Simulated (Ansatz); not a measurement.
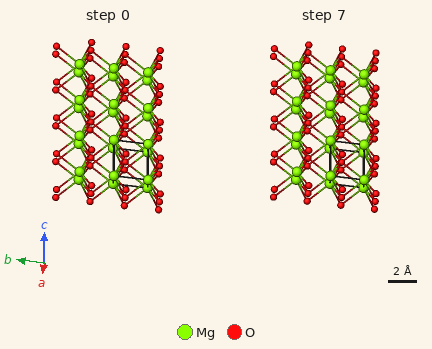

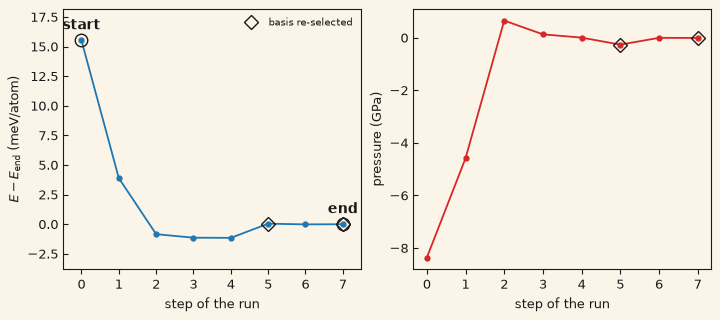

First and last geometry of a relaxation of a crystal of MgO (set up in P-6m2), with the history of the run. The picture is a ball-and-stick view of the cell of the calculation, repeated 1 × 2 × 3 with one cell outlined, seen from a free direction.

The run lets cell and atoms move.

Theory: Kohn-Sham DFT of a periodic cell, HSEsol, Ansatz PAW in Ansatz 0.2.0.

The input:
```yaml
crystal:
  lattice:
    - [2.9380209034, 0.0, 0.0]
    - [-1.4690104517, 2.5444007392, 0.0]
    - [0.0, 0.0, 2.67968]
  atoms:
    - { symbol: Mg, position: [0.0, 0.0, 0.0] }
    - { symbol: O, position: [0.3333333333, 0.6666666667, 0.5] }
hamiltonian:
  xc:
    exchange: hjs_pbesol
    correlation: pbesol
    exx: { coeff: 0.25, omega: 0.207 }
  pseudopotentials: { kind: paw }
kpoints:
  mp_grid: { grid: [5, 5, 5] }
scf:
  occupations: { method: fermi_dirac, width: 0.05 }
output:
  forces: true
  stress: true
  eigenvalues: true
  write_density: true
  write_potential: true
  elf: true
  volumetric_format: npy
relax:
  f_tol: 0.01
  max_steps: 40
  cell: { stress_tol: 0.05 }
```

What do the curves and the structures tell?

Answer. It converged. The atoms keep their places relative to the cell (all moves are under 0.005 Å). Cell: a = b 2.938 → 2.880 Å (−2.0 %), c 2.680 → 2.630 Å (−1.9 %). Volume −5.7 %. Some distances before and after: Mg–Mg 2.680 → 2.630 Å, Mg–O 2.162 → 2.120 Å. The space group stays P-6m2 (No. 187). The energy falls by 15.5 meV per atom in 5 accepted moves (7 points after the start). All forces vanish by symmetry, so only the cell relaxes. The pressure goes from −8.36 to −0.01 GPa. The SCF was repeated twice at an unchanged geometry on a basis and grid sized afresh for the cell, which shifted the energy by 1.2 meV per atom at most.

```
step  E − E(0), meV/atom  pressure, GPa  volume, Å³/atom                      note
   0                0.00          -8.36           10.016                          
   1              -11.63          -4.58            9.743                          
   2              -16.37           0.65            9.434                          
   3              -16.67           0.13            9.453                          
   4              -16.68           0.01            9.463                          
   5              -15.48          -0.26            9.463  same geometry, new basis
   6              -15.54           0.00            9.448                          
   7              -15.53          -0.01            9.448  same geometry, new basis
```
